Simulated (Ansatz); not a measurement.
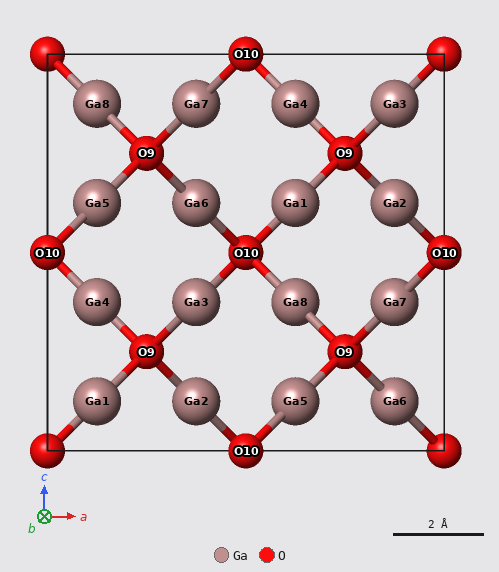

This is the input geometry for a relaxation of a crystal of Ga4O (a generated structure, set up in Fd-3m) (coarse preliminary run). A ball-and-stick model of the conventional cell (4 times the calculation's cell), seen along the b axis. Lengths and directions refer to the drawn axes.

Method: Ansatz 0.2.0, DFT PBE, scalar-relativistic, plane waves, PAW.

The input:
```yaml
crystal:
  lattice:
    - [0.0, 4.42943343, 4.42943343]
    - [4.42943343, 0.0, 4.42943343]
    - [4.42943343, 4.42943343, 0.0]
  atoms:
    - { symbol: Ga, position: [0.125, 0.125, 0.125] }
    - { symbol: Ga, position: [0.125, 0.125, 0.625] }
    - { symbol: Ga, position: [0.125, 0.625, 0.125] }
    - { symbol: Ga, position: [0.625, 0.125, 0.125] }
    - { symbol: Ga, position: [0.625, 0.625, 0.625] }
    - { symbol: Ga, position: [0.625, 0.625, 0.125] }
    - { symbol: Ga, position: [0.625, 0.125, 0.625] }
    - { symbol: Ga, position: [0.125, 0.625, 0.625] }
    - { symbol: O, position: [0.75, 0.75, 0.75] }
    - { symbol: O, position: [0.5, 0.5, 0.5] }
basis:
  ecutwfc: 420
kpoints:
  mp_grid: { grid: [4, 4, 4] }
hamiltonian:
  xc: pbe
scf:
  occupations: { method: gaussian, width: 0.1 }
  lower_state_search: "off"
output:
  forces: true
  stress: true
  eigenvalues: true
relax:
  adjacent_minimum: "off"
  f_tol: 0.04
  max_steps: 70
  cell: { stress_tol: 0.4 }
```

Launched with:
```bash
ansatz run input.yaml --threads 1 --pin off --max-ram 2560MiB --backend cpu --events-out ev --progress --plain --runs-dir out
```

Question: Predict the outcome.

Answer: No atom moves by more than 0.005 Å relative to the cell. The volume changes by +5.7 %, with a = b = c 8.859 → 9.023 Å (+1.9 %). Among the contacts that change: Ga5–O10 1.918 → 1.954 Å. The space group stays Fd-3m (No. 227). Over 2 accepted moves (3 points after the start) the energy falls by 10.8 meV per atom. All forces vanish by symmetry, so only the cell relaxes. Pressure: 3.43 GPa at the start and 0.25 GPa at the end. The SCF was repeated once at an unchanged geometry on a basis and grid sized afresh for the cell, which shifted the energy by 1.4 meV per atom at most. Cost: 59 s on 1 thread of Intel(R) Xeon(R) Processor @ 2.50GHz (Skylake/Cascade Lake) (shared host), peak memory 0.5 GiB.

Final geometry:

```
CELL_PARAMETERS angstrom
0.00000 4.51159 4.51159
4.51159 0.00000 4.51159
4.51159 4.51159 0.00000
ATOMIC_POSITIONS crystal
Ga 0.12500 0.12500 0.12500
Ga 0.12500 0.12500 0.62500
Ga 0.12500 0.62500 0.12500
Ga 0.62500 0.12500 0.12500
Ga 0.62500 0.62500 0.62500
Ga 0.62500 0.62500 0.12500
Ga 0.62500 0.12500 0.62500
Ga 0.12500 0.62500 0.62500
O 0.75000 0.75000 0.75000
O 0.50000 0.50000 0.50000
```

The end point in the same view:

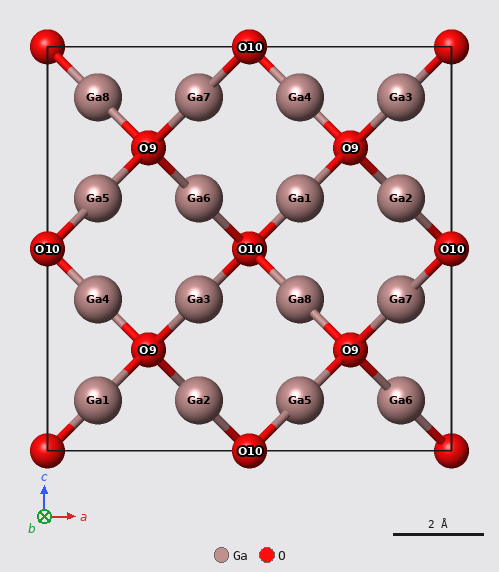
